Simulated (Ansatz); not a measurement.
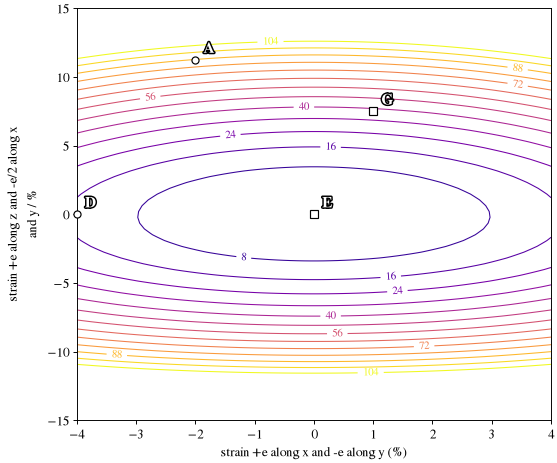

CdF2 (Fm-3m, No. 225; 3 atoms in the cell). The energy is mapped over two homogeneous strains (x, y and z along the cube axes). The first coordinate is: strain +e along x and -e along y; the second: strain +e along z and -e/2 along x and y. Nothing is relaxed (symmetry fixes all fractional coordinates). The grid has 9 × 9 points; 45 points were computed and 36 follow by symmetry. Points are written as (first, second). All energies are given in meV/atom relative to the lowest grid point. Theory: DFT PBEsol, scalar-relativistic, plane waves, PAW (Ansatz). Settings: cutoff 520 eV, k-mesh 8×8×8, gaussian smearing 0.05 eV, no spin polarisation.

Drawn: contour lines labelled in meV/atom (none above 104), lettered points. Between grid points the surface is interpolated.

Q: Is G the lowest point of the computed grid?

A: No. G lies 38 meV/atom above the lowest grid point, which is at (0 %, 0.00 %).

Q: What kind of point is each of A, E, G: minimum, saddle, maximum or slope?

A: A: on a slope; E: minimum; G: on a slope. (In these two coordinates alone; a stationary point may lie a little off the grid point.)

Q: Which space group has the cell at each letter?

A: A: Fmmm; D: Fmmm; E: Fm-3m; G: Fmmm.
